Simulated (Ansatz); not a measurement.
**ScAl3: density, localisation and related maps**

The calculation's input:

```
crystal:
  lattice:
    - [-4.0712986161, 0.0, -4.0712986161]
    - [0.0, -4.0712986161, -4.0712986161]
    - [-4.0712986161, -4.0712986161, 0.0]
  atoms:
    - { symbol: Sc, position: [0.0, 0.0, 0.0] }
    - { symbol: Sc, position: [0.5, 0.5, 0.5] }
    - { symbol: Al, position: [-0.0046054102, 0.5046054102, 0.5046054102] }
    - { symbol: Al, position: [0.5046054102, -0.0046054102, -0.0046054102] }
    - { symbol: Al, position: [-0.0046054102, 0.5046054102, -0.0046054102] }
    - { symbol: Al, position: [0.5046054102, -0.0046054102, 0.5046054102] }
    - { symbol: Al, position: [0.4907891797, 0.4907891797, 0.0092108203] }
    - { symbol: Al, position: [1.0092108203, 1.0092108203, 0.4907891797] }
basis:
  ecutwfc: 420
kpoints:
  mp_grid: { grid: [10, 10, 10] }
hamiltonian:
  xc: pbesol
scf:
  occupations: { method: gaussian, width: 0.15 }
output:
  forces: true
  stress: true
  eigenvalues: true
  write_density: true
  write_potential: true
  elf: true
  volumetric_format: npy
```

Run with:

```sh
ansatz run input.yaml --threads 2 --pin off --max-ram 5120MiB --backend cpu --events-out ev --progress --plain --runs-dir out
```

Below, planes, directions and counts refer to the conventional cell (a = 5.76 Å, b = 5.76 Å, c = 8.14 Å, α = 90.00°, β = 90.00°, γ = 90.00°).

Space group I4/mmm; a structure from a database of computed crystals, not necessarily the ambient phase.

These are results of DFT PBEsol, scalar-relativistic, plane waves, PAW in Ansatz, not measurements.

In a PAW calculation such maps are meaningful between the atoms, not at the nuclei.

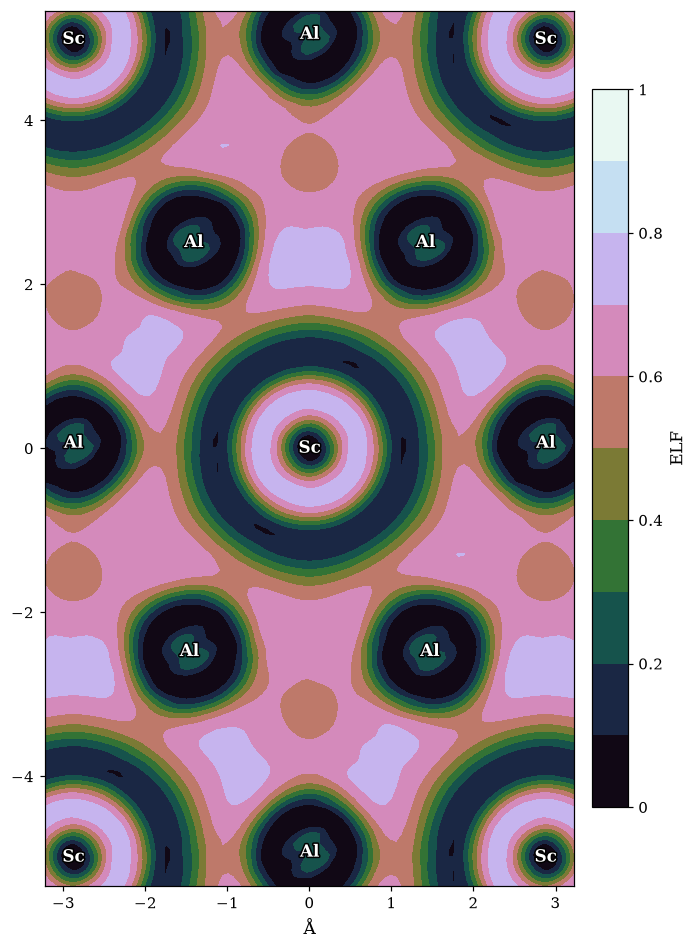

Figure 1. Electron localisation function on the (101̄) plane of the conventional cell.

> Read the bonding off the picture.

- Atoms in the plane: Sc and Al.
- Al–Al (2.83 Å): the ELF peaks at about 0.75 between the atoms.
- Sc–Al (2.88 Å): the ELF peaks at about 0.60 in the valence shell of Al, 1.0 Å from its nucleus, and is about 0.30 at the midpoint (no localised pair shows between them).
- Al–Al (2.91 Å): the ELF peaks at about 0.70 between the atoms.
- The features right at Sc lie inside the PAW spheres, where the map follows smoothed inner orbitals and isn't to be read closely.

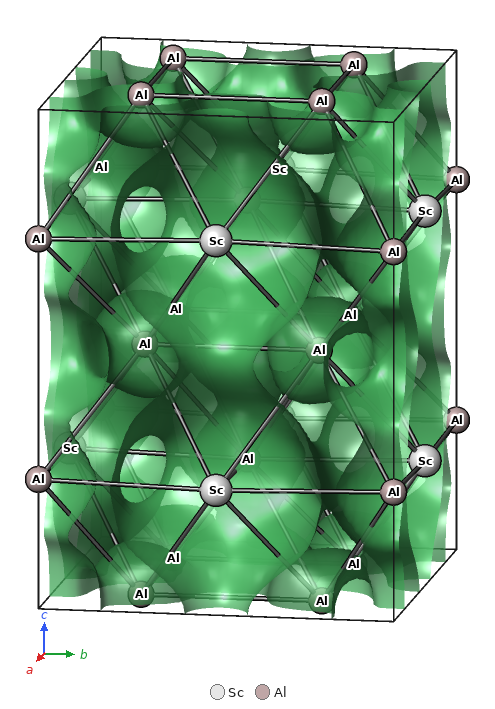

Figure 2. Isosurface of the ELF at 0.55 (green), seen slightly off an axis. Core shells and regions of very low density are left out. Sticks mark near contacts.

> What do the ELF domains correspond to?

The ELF exceeds this value in one network that runs through the whole crystal, counted in one cell of 16 atoms. Regions shared between cells count once.

> Does the calculation make it a metal, or give it a gap?

It is gapless in this calculation (a metal or semimetal).
